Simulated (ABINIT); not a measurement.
**Single-point calculation of Ge**

Ge (2 atoms in the cell), computed with Kohn-Sham DFT of a periodic cell, PBEsol, JTH PAW PBE v2.0, no spin polarisation (ABINIT 10.8.3).

The structure derives from an entry of the Crystallography Open Database.

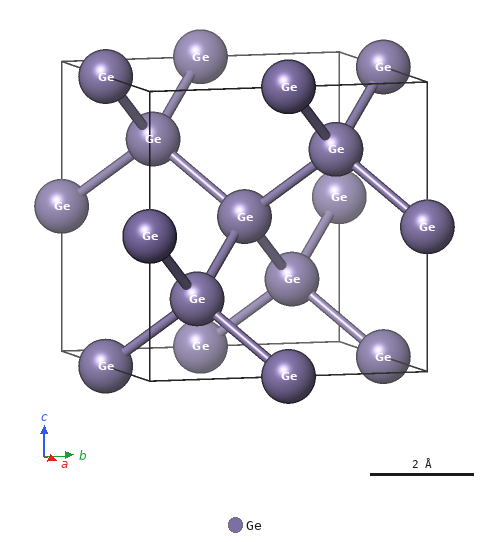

Figure 1. The structure (ball-and-stick view of the cell 4 times as large as that of the calculation, set on its symmetry axes, seen slightly off an axis). Near neighbours in the crystal (not all of them lie inside the picture): Ge has 4 Ge at 2.45 Å.

Input file
```
# Pseudopotentials
pp_dirpath "./"
pseudos "Ge.GGA_PBE-JTH.xml"

# Structure
acell 7.5601949712 7.5601949712 7.5601949712
rprim
     0.0000000000     0.7071067812     0.7071067812
     0.7071067812     0.0000000000     0.7071067812
     0.7071067812     0.7071067812     0.0000000000
ntypat 1
znucl 32
natom 2
typat 1 1
xred
     0.7500000000     0.7500000000     0.7500000000
     0.5000000000     0.5000000000     0.5000000000

# Plane-wave basis
ecut 20.0
pawecutdg 40.0

# k points
kptopt 1
ngkpt 6 6 6
nshiftk 1
shiftk 0.0 0.0 0.0

# Exchange and correlation
ixc -116133

# Bands and occupations
nband 18
occopt 3
tsmear 0.00183747

# SCF cycle
nstep 100
tolvrs 1.0e-9

# Output
iomode 3
prtwf 0
prtden 0
prteig 0
prtebands 0
```

Hardware: 1 thread of Arm Neoverse V1, 24 GiB of memory available, shared host.

Run as:
```bash
abinit run.abi > log 2>&1
```

Log
```
.Version 10.8.3 of ABINIT
 Symmetries : space group Fd -3 m (#227); Bravais cF (face-center cubic)
================================================================================
 Values of the parameters that define the memory need of the present run
     intxc =       0    ionmov =       0      iscf =      17    lmnmax =      18
     lnmax =       6     mgfft =      32  mpssoang =       3    mqgrid =    3001
     natom =       2  nloc_mem =       2    nspden =       1   nspinor =       1
    nsppol =       1      nsym =      48    n1xccc =       1    ntypat =       1
    occopt =       3   xclevel =       2
       mpw =        1315          nfft =       32768          nkpt =          16
 PAW method is used; the additional fine FFT grid is defined by:
   mgfftf=        45    nfftf =     91125
================================================================================
================================================================================

--------------------------------------------------------------------------------
------------- Echo of variables that govern the present computation ------------
--------------------------------------------------------------------------------
 -outvars: echo values of preprocessed input variables --------
            acell      7.5601949712E+00  7.5601949712E+00  7.5601949712E+00 Bohr
              amu      7.26100000E+01
             ecut      2.00000000E+01 Hartree
              ixc     -116133
         kptrlatt        6    0    0      0    6    0      0    0    6
          kptrlen      4.53611698E+01
            natom           2
            nband          18
            ngfft          32      32      32
          ngfftdg          45      45      45
             nkpt          16
            nstep         100
             nsym          48
           ntypat           1
           occopt           3
        pawecutdg      4.00000000E+01 Hartree
         pawxcdev           0
           prtden           0
        prtebands           0
           prteig           0
            prtwf           0
            rprim      0.0000000000E+00  7.0710678120E-01  7.0710678120E-01
                       7.0710678120E-01  0.0000000000E+00  7.0710678120E-01
                       7.0710678120E-01  7.0710678120E-01  0.0000000000E+00
          spgroup         227
           tolvrs      1.00000000E-09
           tsmear      1.83747000E-03 Hartree
            typat      1  1
           useylm           1
           xangst      4.2433649972E+00  4.2433649972E+00  4.2433649972E+00
                       2.8289099981E+00  2.8289099981E+00  2.8289099981E+00
            xcart      8.0187976970E+00  8.0187976970E+00  8.0187976970E+00
                       5.3458651313E+00  5.3458651313E+00  5.3458651313E+00
             xred      7.5000000000E-01  7.5000000000E-01  7.5000000000E-01
                       5.0000000000E-01  5.0000000000E-01  5.0000000000E-01
            znucl       32.00000

================================================================================

 chkinp: Checking input parameters for consistency.

================================================================================
== DATASET  1 ==================================================================

--- !DatasetInfo
iteration_state: {dtset: 1, }
dimensions: {natom: 2, nkpt: 16, mband: 18, nsppol: 1, nspinor: 1, nspden: 1, mpw: 1315, }
cutoff_energies: {ecut:  20.0, pawecutdg:  40.0, }
electrons: {nelect:   2.80000000E+01, charge:   0.00000000E+00, occopt:   3.00000000E+00, tsmear:   1.83747000E-03, }
meta: {optdriver: 0, ionmov: 0, optcell: 0, iscf: 17, paral_kgb: 0, }
...

 Real(R)+Recip(G) space primitive vectors, cartesian coordinates (Bohr,Bohr^-1):
 R(1)=  0.0000000  5.3458651  5.3458651  G(1)= -0.0935302  0.0935302  0.0935302
 R(2)=  5.3458651  0.0000000  5.3458651  G(2)=  0.0935302 -0.0935302  0.0935302
 R(3)=  5.3458651  5.3458651  0.0000000  G(3)=  0.0935302  0.0935302 -0.0935302
 Unit cell volume ucvol=  3.0555120E+02 bohr^3
 Angles (23,13,12)=  6.00000000E+01  6.00000000E+01  6.00000000E+01 degrees

 Coarse grid specifications (used for wave-functions):

 getcut: wavevector=  0.0000  0.0000  0.0000  ngfft=  32  32  32
         ecut(hartree)=     20.000   => boxcut(ratio)=   2.10250

 Fine grid specifications (used for densities):

 getcut: wavevector=  0.0000  0.0000  0.0000  ngfft=  45  45  45
         ecut(hartree)=     40.000   => boxcut(ratio)=   2.04421

--- Pseudopotential description ------------------------------------------------
- pspini: atom type   1  psp file is ./Ge.GGA_PBE-JTH.xml
 Pseudopotential format is: paw10
 basis_size (lnmax)=  6 (lmn_size= 18), orbitals=   0   0   1   1   2   2
 Spheres core radius: rc_sph= 2.30476891
 Shapefunction is SIN type: shapef(r)=[sin(pi*r/rshp)/(pi*r/rshp)]**2
 Radius for shape functions =  1.99988291
 Compensation charge density is not taken into account in XC energy/potential

   1.13473484E+03                                ecore*ucvol(ha*bohr**3)
--------------------------------------------------------------------------------

================================================================================

--- !BeginCycle
iteration_state: {dtset: 1, }
solver: {iscf: 17, nstep: 100, nline: 4, wfoptalg: 10, }
tolerances: {tolvrs: 1.00E-09, }
...

     iter   Etot(hartree)      deltaE(h)  residm     nres2
 ETOT  1  -189.98999579245    -1.900E+02 5.034E+00 3.304E+00
 ETOT  2  -191.11740090081    -1.127E+00 3.018E-01 9.312E-01
 ETOT  3  -191.11332350814     4.077E-03 1.992E-01 1.718E-01
 ETOT  4  -191.11243121495     8.923E-04 1.147E-02 2.358E-02
 ETOT  5  -191.11233387525     9.734E-05 8.037E-03 5.216E-03
 ETOT  6  -191.11235406512    -2.019E-05 1.661E-03 4.345E-04
 ETOT  7  -191.11235442572    -3.606E-07 1.898E-03 3.852E-05
 ETOT  8  -191.11235426128     1.644E-07 2.975E-04 1.217E-06
 ETOT  9  -191.11235425676     4.521E-09 4.324E-04 4.130E-07
 ETOT 10  -191.11235425531     1.445E-09 5.381E-05 3.782E-09
 ETOT 11  -191.11235425549    -1.747E-10 1.004E-04 8.588E-10

 At SCF step   11       nres2   =  8.59E-10 < tolvrs=  1.00E-09 =>converged.

 Cartesian components of stress tensor (hartree/bohr^3)
  sigma(1 1)= -1.29411354E-06  sigma(3 2)=  0.00000000E+00
  sigma(2 2)= -1.29411354E-06  sigma(3 1)=  0.00000000E+00
  sigma(3 3)= -1.29411354E-06  sigma(2 1)=  0.00000000E+00

--- !ResultsGS
iteration_state: {dtset: 1, }
comment   : Summary of ground state results
lattice_vectors:
- [  0.0000000,   5.3458651,   5.3458651, ]
- [  5.3458651,   0.0000000,   5.3458651, ]
- [  5.3458651,   5.3458651,   0.0000000, ]
lattice_lengths: [   7.56019,    7.56019,    7.56019, ]
lattice_angles: [ 60.000,  60.000,  60.000, ] # degrees, (23, 13, 12)
lattice_volume:   3.0555120E+02
convergence: {deltae: -1.747E-10, res2:  8.588E-10, residm:  1.004E-04, diffor: null, }
etotal    :  -1.91112354E+02
entropy   :   0.00000000E+00
fermie    :   2.52143816E-01
cartesian_stress_tensor: # hartree/bohr^3
- [ -1.29411354E-06,   0.00000000E+00,   0.00000000E+00, ]
- [  0.00000000E+00,  -1.29411354E-06,   0.00000000E+00, ]
- [  0.00000000E+00,   0.00000000E+00,  -1.29411354E-06, ]
pressure_GPa:   3.8074E-02
xred      :
- [  7.5000E-01,   7.5000E-01,   7.5000E-01, Ge]
- [  5.0000E-01,   5.0000E-01,   5.0000E-01, Ge]
cartesian_forces: # hartree/bohr
- [ -7.87011654E-31,  -4.72206993E-30,   2.36103496E-30, ]
- [  7.87011654E-31,   4.72206993E-30,  -2.36103496E-30, ]
force_length_stats: {min:   5.33777274E-30, max:   5.33777274E-30, mean:   5.33777274E-30, }
...

 Integrated electronic density in atomic spheres:
 ------------------------------------------------
 Atom  Sphere_radius  Integrated_density
    1        2.30477         12.39224930
    2        2.30477         12.38356047

================================================================================

 ----iterations are completed or convergence reached----

 Mean square residual over all n,k,spin=   59.747E-08; max=  10.042E-05
 reduced coordinates (array xred) for    2 atoms
       0.750000000000      0.750000000000      0.750000000000
       0.500000000000      0.500000000000      0.500000000000
 rms dE/dt=  3.3306E-29; max dE/dt=  4.2073E-29; dE/dt below (all hartree)
    1      -0.000000000000      0.000000000000      0.000000000000
    2      -0.000000000000      0.000000000000     -0.000000000000

 cartesian coordinates (angstrom) at end:
    1      4.24336499721219     4.24336499721219     4.24336499721219
    2      2.82890999814146     2.82890999814146     2.82890999814146

 cartesian forces (hartree/bohr) at end:
    1     -0.00000000000000    -0.00000000000000     0.00000000000000
    2      0.00000000000000     0.00000000000000    -0.00000000000000
 frms,max,avg= 3.0817645E-30 4.7220699E-30   0.000E+00  0.000E+00  0.000E+00 h/b

 cartesian forces (eV/Angstrom) at end:
    1     -0.00000000000000    -0.00000000000000     0.00000000000000
    2      0.00000000000000     0.00000000000000    -0.00000000000000
 frms,max,avg= 1.5847070E-28 2.4281860E-28   0.000E+00  0.000E+00  0.000E+00 e/A
 length scales=  7.560194971200  7.560194971200  7.560194971200 bohr
              =  4.000682886028  4.000682886028  4.000682886028 angstroms
 Fermi (or HOMO) energy (hartree) =   0.25214   Average Vxc (hartree)=  -0.34632
 Eigenvalues (hartree) for nkpt=  16  k points:
 kpt#   1, nband= 18, wtk=  0.00463, kpt=  0.0000  0.0000  0.0000 (reduced coord)
  -0.65836   -0.65836   -0.65836   -0.65701   -0.65701   -0.64917   -0.64917   -0.64917
  -0.64869   -0.64869   -0.21954    0.25047    0.25147    0.25147    0.25147    0.34443
   0.34443    0.34443
      occupation numbers for kpt#   1
   2.00000    2.00000    2.00000    2.00000    2.00000    2.00000    2.00000    2.00000
   2.00000    2.00000    2.00000    1.42618    1.18134    1.18134    1.18134    0.00000
   0.00000    0.00000
 prteigrs : prtvol=0 or 1, do not print more k-points.

--- !EnergyTerms
iteration_state     : {dtset: 1, }
comment             : Components of total free energy in Hartree
kinetic             :  1.31061047674627E+01
hartree             :  4.44537845200217E+01
xc                  : -4.60307653180099E+00
Ewald energy        : -9.87503790980594E+01
psp_core            :  3.71373064266344E+00
local_psp           : -1.44291158575776E+02
PAW spherical_terms : -4.74129079930234E+00
internal            : -1.91112285074791E+02
'-kT*entropy'       : -7.20826684634339E-05
total_energy        : -1.91112357157459E+02
total_energy_eV     : -5.20043216699150E+03
...

--- !EnergyTermsDC
iteration_state     : {dtset: 1, }
comment             : '"Double-counting" decomposition of free energy'
band_energy         : -1.27222637449650E+01
Ewald energy        : -9.87503790980594E+01
psp_core            :  3.71373064266344E+00
xc_dc               : -4.32328277629527E+01
PAW spherical_terms : -4.01205422095060E+01
internal            : -1.91112282172820E+02
'-kT*entropy'       : -7.20826684634339E-05
total_energy_dc     : -1.91112354255488E+02
total_energy_dc_eV  : -5.20043208802484E+03
...

--- !EnergyTermsWithPAWCore
iteration_state     : {dtset: 1, }
comment             : 'Components of total free energy, including PAW core contributions'
Total energy        : -4.19494876032305E+03
Total energy DC     : -4.19494875742108E+03
Total energy (eV)   : -1.14150370999250E+05
Total energy DC (eV): -1.14150370920283E+05
...

 Cartesian components of stress tensor (hartree/bohr^3)
  sigma(1 1)= -1.29411354E-06  sigma(3 2)=  0.00000000E+00
  sigma(2 2)= -1.29411354E-06  sigma(3 1)=  0.00000000E+00
  sigma(3 3)= -1.29411354E-06  sigma(2 1)=  0.00000000E+00

-Cartesian components of stress tensor (GPa)         [Pressure=  3.8074E-02 GPa]
- sigma(1 1)= -3.80741348E-02  sigma(3 2)=  0.00000000E+00
- sigma(2 2)= -3.80741348E-02  sigma(3 1)=  0.00000000E+00
- sigma(3 3)= -3.80741348E-02  sigma(2 1)=  0.00000000E+00

== END DATASET(S) ==============================================================
================================================================================

 -outvars: echo values of variables after computation  --------
            acell      7.5601949712E+00  7.5601949712E+00  7.5601949712E+00 Bohr
           etotal     -1.9111235426E+02
            fcart     -7.8701165439E-31 -4.7220699264E-30  2.3610349632E-30
                       7.8701165439E-31  4.7220699264E-30 -2.3610349632E-30
            rprim      0.0000000000E+00  7.0710678120E-01  7.0710678120E-01
                       7.0710678120E-01  0.0000000000E+00  7.0710678120E-01
                       7.0710678120E-01  7.0710678120E-01  0.0000000000E+00
           strten     -1.2941135383E-06 -1.2941135383E-06 -1.2941135383E-06
                       0.0000000000E+00  0.0000000000E+00  0.0000000000E+00
           xangst      4.2433649972E+00  4.2433649972E+00  4.2433649972E+00
                       2.8289099981E+00  2.8289099981E+00  2.8289099981E+00
             xred      7.5000000000E-01  7.5000000000E-01  7.5000000000E-01
                       5.0000000000E-01  5.0000000000E-01  5.0000000000E-01
 Calculation completed.
```

Results in brief

| quantity | value |
| --- | --- |
| outcome | converged |
| space group (tolerance 0.01 Å) | Fd-3m (227) |
| electrons treated | 28 |
| free energy | −5200.4321 eV |
| Fermi energy | 6.861 eV |
| gap on the k-point mesh | none (metallic) |
| pressure | 0.04 GPa |
| largest force (length of the vector) | under 0.001 eV/Å |
| wall time | 19 s |
| peak memory | 0.11 GiB |
